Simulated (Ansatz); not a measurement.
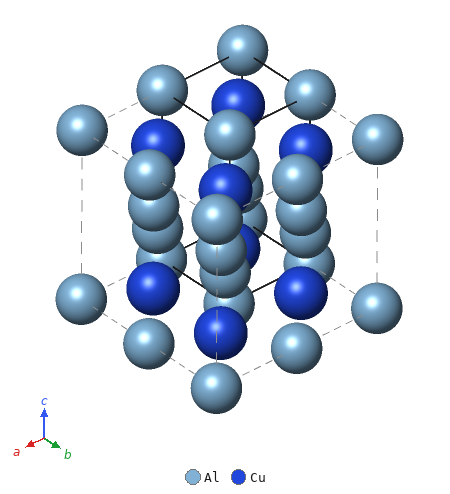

An orthographic spheres-only view of the structure, from a general direction. The structure is repeated 2×2×1 times; solid lines mark one conventional unit cell. Cell: a = 4.102 Å, b = 4.102 Å, c = 4.991 Å, α = 89.43°, β = 88.85°, γ = 60.00°.

Describe the arrangement of the atoms.

Composition: Al$_{3}$Cu$_{2}$. The structure has P-1 (No. 2) symmetry and a primitive triclinic lattice. Atoms per cell: 5 (3 Al, 2 Cu).

It derives from a structure listed in the Materials Project. The cell was then strained or its atoms displaced on purpose. It was set up as input for a calculation with Ansatz.
